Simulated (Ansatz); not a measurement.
ZnS (slab)

Input

```
crystal:
  lattice:
    - [3.8488726992, 0.0, 0.0]
    - [-1.9244363496, 3.3332215334, 0.0]
    - [0.0, 0.0, 31.4986048463]
  atoms:
    - { symbol: S, position: [0.0, 0.0, 0.2381057839] }
    - { symbol: Zn, position: [0.3333333333, 0.6666666667, 0.2630480902] }
    - { symbol: S, position: [0.3333333333, 0.6666666667, 0.3378750091] }
    - { symbol: Zn, position: [0.6666666667, 0.3333333333, 0.3628173154] }
    - { symbol: S, position: [0.6666666667, 0.3333333333, 0.4376442343] }
    - { symbol: Zn, position: [0.0, 0.0, 0.4625865406] }
    - { symbol: S, position: [0.0, 0.0, 0.5374134594] }
    - { symbol: Zn, position: [0.3333333333, 0.6666666667, 0.5623557657] }
    - { symbol: S, position: [0.3333333333, 0.6666666667, 0.6371826846] }
    - { symbol: Zn, position: [0.6666666667, 0.3333333333, 0.6621249909] }
    - { symbol: S, position: [0.6666666667, 0.3333333333, 0.7369519098] }
    - { symbol: Zn, position: [0.0, 0.0, 0.7618942161] }
basis:
  ecutwfc: 420
kpoints:
  mp_grid: { grid: [9, 9, 1] }
hamiltonian:
  xc: pbe
scf:
  occupations: { method: gaussian, width: 0.05 }
output:
  forces: true
  stress: true
  eigenvalues: true
  write_density: true
  write_potential: true
  elf: true
  volumetric_format: npy
efield:
  axis: 3
  dipole_correction: true
  ramp_width: 0.04
```

Run with:

```sh
ansatz run input.yaml --threads 1 --pin off --max-ram 2560MiB --backend cpu --events-out ev --progress --plain --runs-dir out
```

Changed on purpose from its base cell (repeats removed: -2); not relaxed (largest force 0.7 eV/Å).

Method: Ansatz 0.2.0, DFT PBE, scalar-relativistic, plane waves, PAW.

What can the converged valence pseudo-density and electron localisation function tell about the bonding?

Zn–S (2.36 Å): ρ at the midpoint is about 0.46 e/Å³; the ELF peaks at about 0.90 in the valence shell of S, 0.9 Å from its nucleus, and is about 0.55 at the midpoint.

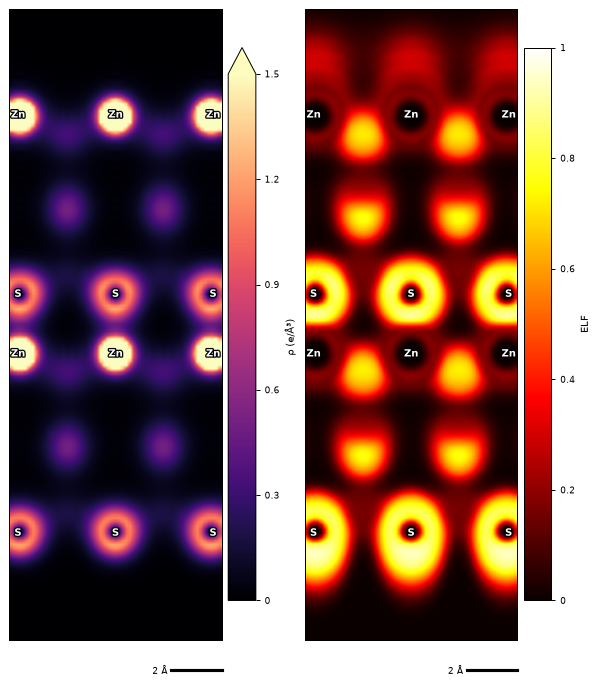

Computed valence pseudo-density and electron localisation function on the (100) plane of the calculation cell, a cut from vacuum to vacuum, in this order. 

Core electrons are frozen (PAW), and the valence fields are smoothed inside the atomic spheres.
